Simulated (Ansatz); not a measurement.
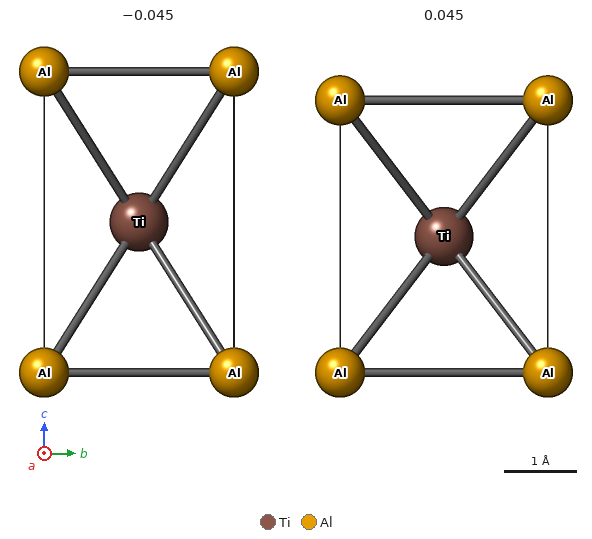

Crystalline TiAl (set up in P4/mmm), under biaxial strain in the a–b plane (c relaxed, atoms fixed by symmetry), with energies (extrapolated to zero smearing) counted from the relaxed crystal, which is the row at zero. The picture shows the first and the last member. A ball-and-stick model of the cell of the calculation, seen along the a axis.

Computed with Ansatz 0.2.0: DFT PBEsol, scalar-relativistic, plane waves, PAW. (plane-wave cutoff 420 eV; k-point mesh 18 × 18 × 14; occupations gaussian; smearing width 0.1 eV; no spin polarisation; force threshold 0.008 eV/Å)

| strain | energy (meV/atom) | a (Å) | c (Å) |
| --- | --- | --- | --- |
| −0.045 | 38.71 | 2.669 | 4.230 |
| −0.03 | 16.86 | 2.711 | 4.165 |
| −0.015 | 4.08 | 2.753 | 4.102 |
| 0.0 | 0.00 | 2.795 | 4.041 |
| 0.015 | 3.88 | 2.837 | 3.974 |
| 0.03 | ? | ? | ? |
| 0.045 | 28.43 | 2.920 | 3.825 |

Question: Fill in the missing row.

Answer: A parabola through three neighbouring rows (0.0, 0.015, 0.045) gives, with Lagrange weights, (−0.3333)(0.00) + (1.0000)(3.88) + (0.3333)(28.43) = 13.36 meV/atom. The calculation gives 13.63 meV/atom (a = 2.878 Å, c = 3.897 Å). The estimate is 0.27 meV/atom too low. From the first member to the last: Al–Al 2.669 → 2.920 Å, Ti–Ti 2.669 → 2.920 Å, Al–Ti 2.835 → 2.815 Å.

The whole series:

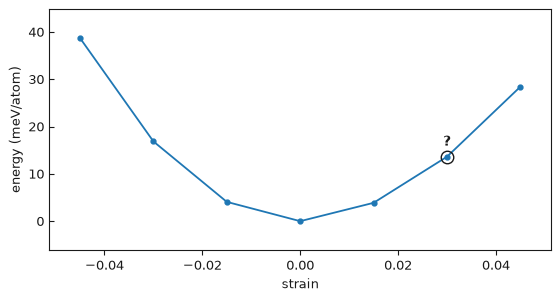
